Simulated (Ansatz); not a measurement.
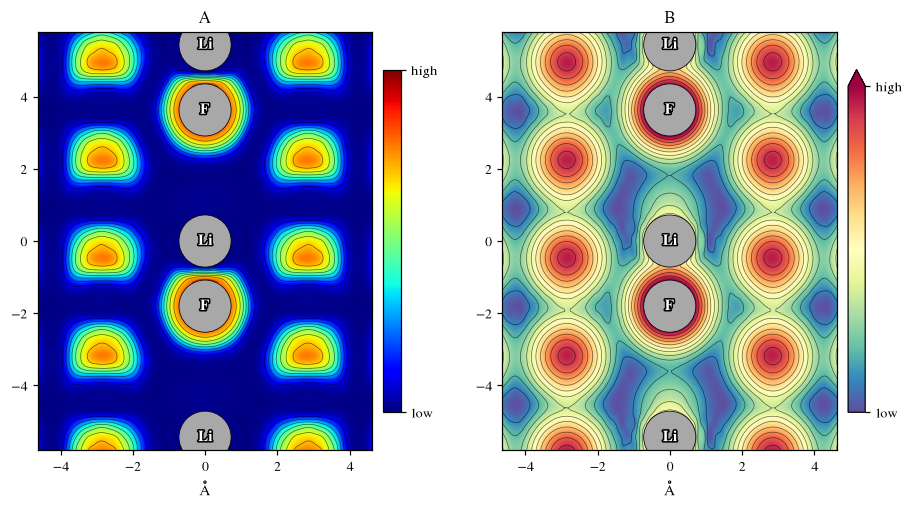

LiF: 2 fields on the (110) plane of the conventional cell, with unlabelled colour scales. Grey discs cover the atomic cores.

Space group P3₂12; a structure generated by program, which may or may not match a known phase.

All numbers below come from Ansatz, DFT PBE, scalar-relativistic, plane waves, PAW.

### The panels show electron localisation function and valence pseudo-density in some order. Assign them.

Panel A: electron localisation function. Panel B: valence pseudo-density. From the grid: Li–F (1.80 Å): ρ at the midpoint is about 0.47 e/Å³; the ELF peaks at about 0.85 in the valence shell of F, 0.7 Å from its nucleus, and falls to about 0 next to Li; an ionic contact with no shared pair.
